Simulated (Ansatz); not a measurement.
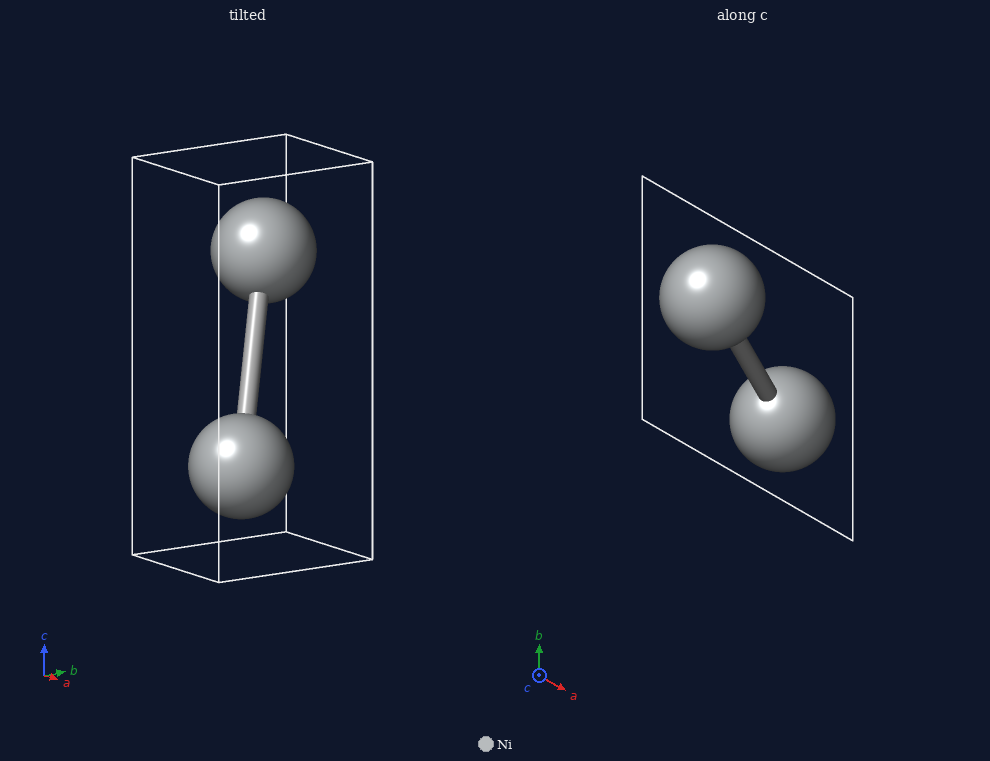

A ball-and-stick rendering, viewed slightly off an axis and along the c axis. Lines trace the edges of the conventional unit cell. Cell: a = 2.48 Å, b = 2.48 Å, c = 4.09 Å, α = 90.00°, β = 90.00°, γ = 120.00°.

The cell started as a structure type filled with this element by a generator (whether the element takes this form wasn't checked). Earlier steps of the study may have refined or changed the cell and positions. Ansatz was used for an electronic-structure calculation on it.

Question: Explain the picture.

Answer: The element is nickel. Space group: P6_3/mmc (No. 194). Lattice: primitive hexagonal. The structure type is hexagonal close-packed (Mg type). The cell holds two atoms. About every Ni there are twelve Ni in an anticuboctahedral arrangement at about 2.5 Å. The bonds build a three-dimensional framework.

The calculation used DFT PBE, scalar-relativistic, plane waves, PAW (Ansatz), with 600 eV cutoff, k-grid 20×20×10, Gaussian smearing of 0.05 eV, collinear spins.

Question: Which atoms carry magnetic moments in this run, and how do they order?

Answer: The state reached is ferromagnetic. Sizes: Ni 0.7 μB; net moment 1.3 μB in the run's cell of 2 atoms.

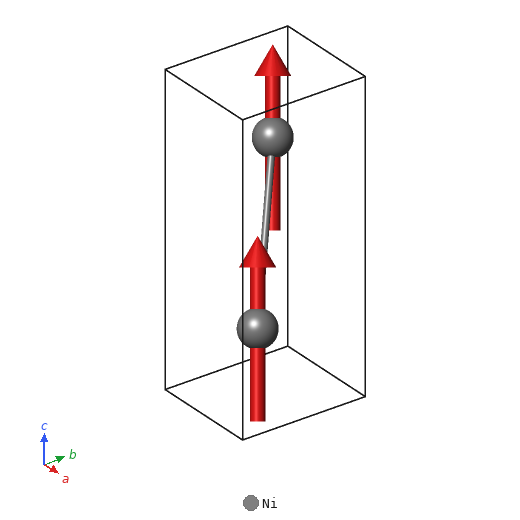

Site moments above 0.25 μB as arrows, small induced ones on non-metal atoms left out (red along the largest or up, blue against, purple across). The run's cell of 2 atoms is drawn.

Question: How large a gap does the method give, if there is one?

Answer: A metal: bands cross the Fermi level.

Question: Do the forces and the stress vanish for this geometry?

Answer: Yes. All forces vanish to within 0.01 eV/Å. The pressure is 0.0 GPa, close to zero.
